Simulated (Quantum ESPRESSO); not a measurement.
System: NaCl, space group Pm-3m (No. 221).

The given structure:
```cif
data_structure
_symmetry_space_group_name_H-M 'P 1'
_symmetry_Int_Tables_number 1
_cell_length_a 3.5022
_cell_length_b 3.5022
_cell_length_c 3.5022
_cell_angle_alpha 90.000
_cell_angle_beta 90.000
_cell_angle_gamma 90.000
_cell_volume 42.96
loop_
_atom_site_label
_atom_site_type_symbol
_atom_site_fract_x
_atom_site_fract_y
_atom_site_fract_z
_atom_site_occupancy
Cl1 Cl 0.50000 0.50000 0.50000 1
Na1 Na 0.00000 0.00000 0.00000 1
```

Calculation (Quantum ESPRESSO 7.5): plane-wave DFT, no spin polarisation; energies at scaled volumes of the given cell, shape and fractions fixed, counted from the fit's minimum, third-order Birch-Murnaghan fit. Level: rev-vdW-DF2.

- k mesh: 8×8×8
- occupations: Fermi–Dirac
- smearing width: 0.05 eV
- potentials: PseudoDojo 0.4.1 SR PBE standard
- wave cutoff: 1197 eV
- density cutoff: 4789 eV

Predict the energy against volume. The volume takes the values 20.19, 20.62, 21.05, 21.48, 21.91, 22.34, 22.77 Å³/atom.

A third-order Birch–Murnaghan fit gives V0 = 20.86 Å³/atom, B0 = 27.8 GPa and B′ = 4.8. The energy is 2.03 meV/atom at volume 20.19 Å³/atom and 12.74 meV/atom at 22.77 Å³/atom; the lowest computed point is at volume 21.05 Å³/atom (0.13 meV/atom).

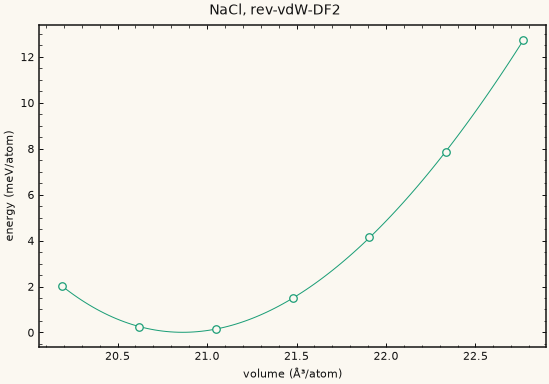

Caveats: potentials made for another functional.
